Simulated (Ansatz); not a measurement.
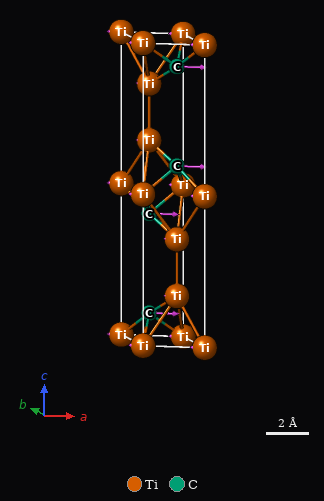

Phonons of a crystal of Ti3C2, at the zone centre. The optical levels lie at 40i (×2), 132, 153 (×2), 164 (×2), 239, 279, 282 (×2), 286 (×2), 384, 395, 577, 578, 644 (×2), 647 (×2), 650 (×2), 652 (×2), 670, 677 cm⁻¹. One mode is drawn. The pink arrows are the displacements of the atoms (eigenvector over the root of the mass), of arbitrary overall length and sign. A ball-and-stick model of the cell of the calculation, seen slightly off an axis.

These are results of DFT PBEsol, scalar-relativistic, plane waves, PAW in Ansatz, not measurements. (plane-wave cutoff 420 eV; k-point mesh 18 × 18 × 4; occupations gaussian; smearing width 0.15 eV; no spin polarisation)

> To which level does it belong?

The level at 650 cm⁻¹. This is the E₁u mode (doubly degenerate; one member of the set is drawn), optical level 15 of 18, counted from below (1 lower level is imaginary, so the structure is unstable), infrared-active by symmetry. The C sublattice moves against the Ti (2a) and Ti (4f) sublattices, along a; the kinetic energy is shared as C 85 %, Ti 15 %. The crystal is a metal, so free carriers screen the infrared response.
